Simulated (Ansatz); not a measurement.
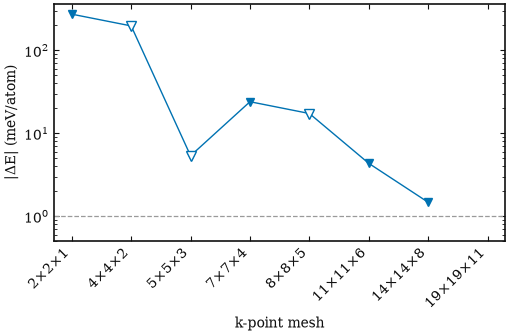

Scan of the k-point mesh.
Ru (P6_3/mmc, 2 atoms in the cell); DFT, LDA (PW92), plane waves (420 eV) with PAW, scalar-relativistic (Ansatz 0.2.0); Fermi–Dirac smearing of 0.1 eV.
ΔE is the free energy less its value at the densest setting, 19×19×11.
Dashed lines or grey bands mark the tolerance: 1 meV/atom.
On logarithmic panels, open markers lie below the reference value and filled ones above.

Question: From which setting is the free energy converged to 1 meV/atom?

Answer: The free energy at the last setting but one, 14×14×8, is still more than 1 meV/atom from the densest setting's value, so the scan doesn't show it converged. It is off by 270 meV/atom at 2×2×1, 24 meV/atom at 7×7×4 and 1.5 meV/atom at 14×14×8 (on both sides of it).
